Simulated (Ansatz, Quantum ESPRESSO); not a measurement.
# Predicting the next point of a tunnelling series: hexagonal BN layers between Cu(111) leads

Method. Quantum ESPRESSO 7.5 (pw.x, pwcond.x), PBE, GBRV ultrasoft; geometry as built. T is the transmission per spin at the Fermi level, averaged over the mesh across the current, in a cell of 5.74 Å². The series steps the number of sheets.

```
width (layers)         T
             1     0.221
             2    0.0147
             3  0.000713
```

One more run was made and is withheld. What is T at 4 layers?

By hand: In the tunnelling regime ln T falls linearly. The last two rows give a slope of ln(0.0147/0.000713)/(3 − 2) = 3.026 per layer, so T(4) ≈ 0.000713 × exp(−3.026 × 1) = 3.46e−5.

What the calculation gave: T = 4.25e−5; the estimate is 0.81 times that. The slope over the last interval is 2.820: the same within 8 %. Points of the mesh with over 2.5 times the mean carry 65 % of this T, so the value leans on the mesh. A second code, Ansatz 0.2.0, gives 4.43e−5.

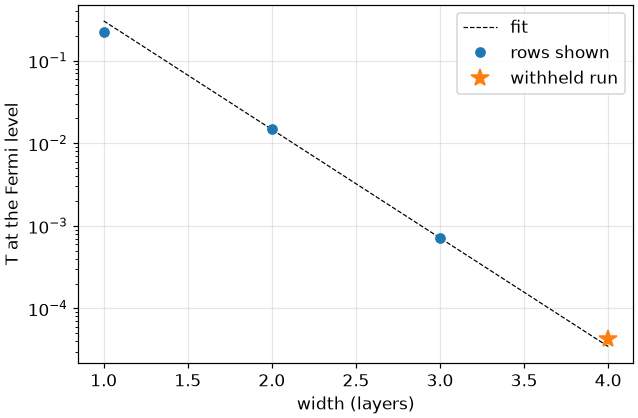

The rows shown, the fit and the withheld run.

Caveats: Short leads, unrelaxed atoms, a barrier without the image potential and an untested mesh.

[Logs are printed without paths, hosts, clocks, repeated set-up lines and the standing remarks that a program may print on its own settings, such as how far it seeks lower states.]
